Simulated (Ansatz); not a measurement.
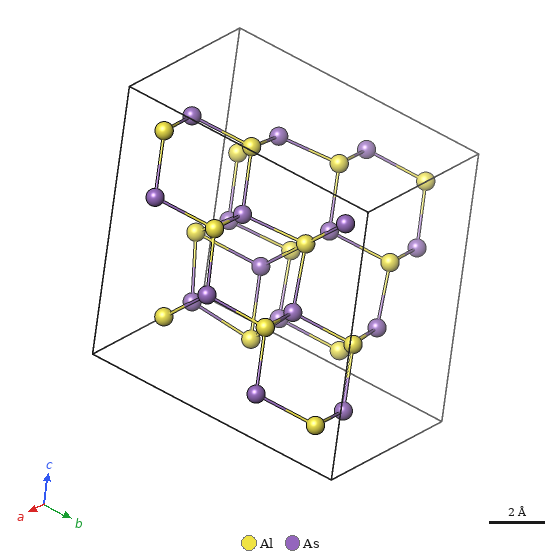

A ball-and-stick rendering, viewed slightly off an axis. The parallelepiped is the supercell. The host is AlAs, in a cell of 32 sites, and the cell carries a charge of +3.

Q: Which defect is modelled here, and what are its neighbours?

A: An interstitial arsenic atom. It is bonded to four Al in a tetrahedral arrangement at about 2.7 Å.

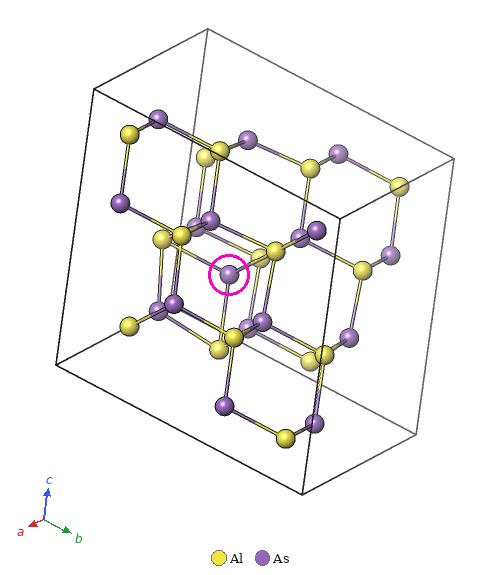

The same cell with a ring at the defect's site.

The atoms were relaxed in the host's cell with Ansatz 0.2.0, DFT PBE, scalar-relativistic, plane waves, PAW.
